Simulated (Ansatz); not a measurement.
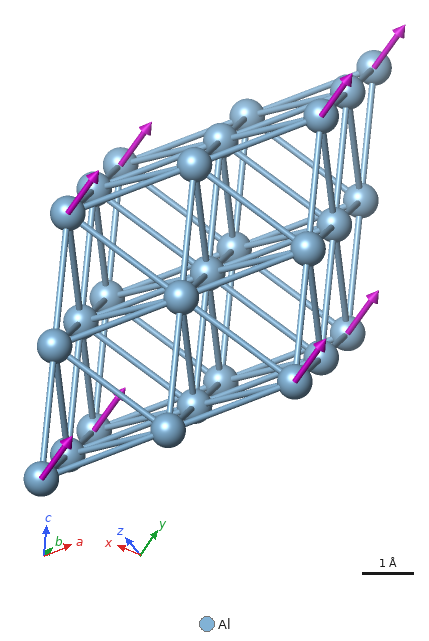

Solid Al (Fm-3m): Al1 (one in each cell of 8 atoms) is moved along Cartesian [0 1 0], all else fixed. The picture shows the reference cell. The purple arrows give the direction of positive displacement. The picture is a ball-and-stick view of the cell of the calculation, seen slightly off an axis.

Method: DFT PBE+D3(BJ), scalar-relativistic, plane waves, PAW in Ansatz 0.2.0. (plane-wave cutoff 420 eV; k-point mesh 14 × 14 × 14; occupations gaussian; smearing width 0.15 eV; no spin polarisation). Energies (free energies at the smearing named) are counted from the relaxed crystal.

```xyz
8
Lattice="-3.9827 3.9827 0.0000 -3.9827 0.0000 3.9827 0.0000 3.9827 3.9827" Properties=species:S:1:pos:R:3 pbc="T T T"
Al    0.0000    0.0000    0.0000
Al   -5.9741    1.9914    3.9827
Al   -5.9741    3.9827    1.9914
Al   -3.9827    5.9741    1.9914
Al   -3.9827    1.9914    1.9914
Al   -5.9741    3.9827    5.9741
Al   -5.9741    5.9741    3.9827
Al   -3.9827    3.9827    3.9827
```

Q: What energies does the calculation give (the displacement: −0.2000, −0.1333, −0.0667, 0.0000, 0.0333, 0.0667, 0.1000, 0.1333, 0.1667, 0.2000 Å)?

A:
```csv
displacement (Å),ΔE (meV/cell)
−0.2000,107.5
−0.1333,47.4
−0.0667,11.8
0.0000,0.0
0.0333,2.9
0.0667,11.8
0.1000,26.6
0.1333,47.4
0.1667,74.4
0.2000,107.5
```

Points that are alike by symmetry were computed once.

Of the computed points the lowest is at the displacement 0.00 Å, 0.0 meV/cell. The end points stand at 107.5 meV/cell (−0.20 Å) and 107.5 meV/cell (0.20 Å). The curvature at zero is about 5.3 eV/Å². The well is symmetric. At the highest point the shortest interatomic distance is 2.68 Å, against 2.82 Å in the reference. The distortion takes the space group from Fm-3m to I4mm.
